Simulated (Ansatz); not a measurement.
System: FeSi.

```
CELL_PARAMETERS angstrom
0.00000 3.01755 0.00000
-3.26369 0.00000 0.00000
0.00000 0.00000 4.68368
ATOMIC_POSITIONS crystal
Fe 0.50000 0.50000 0.34422
Fe 0.00000 0.00000 0.65578
Si 0.50000 0.50000 0.84230
Si 0.00000 0.00000 0.15770
```

Space group Pmmn; built by placing these elements on a known structure type; not relaxed (largest force 0.9 eV/Å); computed pressure about −7 GPa in this cell; computed without spin polarisation.

These are results of Ansatz, DFT, PAW plane waves, r2SCAN, not measurements.

### Predict the electron localisation function between the atoms.

Fe–Si (2.35 Å): the ELF peaks at about 0.80 in the valence shell of Si, 0.9 Å from its nucleus, and is about 0.55 at the midpoint.
Fe–Si (2.39 Å): the ELF peaks at about 0.70 in the valence shell of Si, 0.9 Å from its nucleus, and is about 0.50 at the midpoint.

### Which way does charge flow, and how much by Bader's partition?

Electrons move from Si towards Fe. Bader charges: Fe −0.24 and Si +0.24 e.

### Does the calculation make it a metal, or give it a gap?

It is metallic or semimetallic at this level of theory: no gap opens.

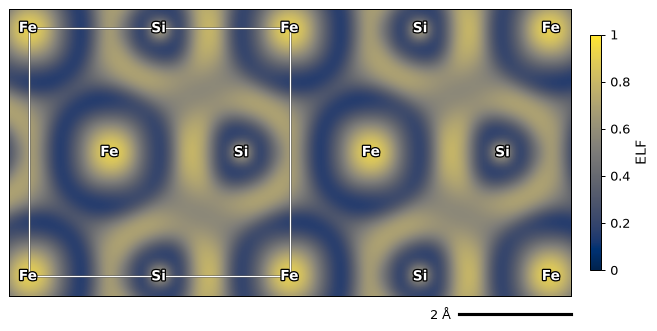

Computed electron localisation function on the (11̄0) plane of the conventional cell. 
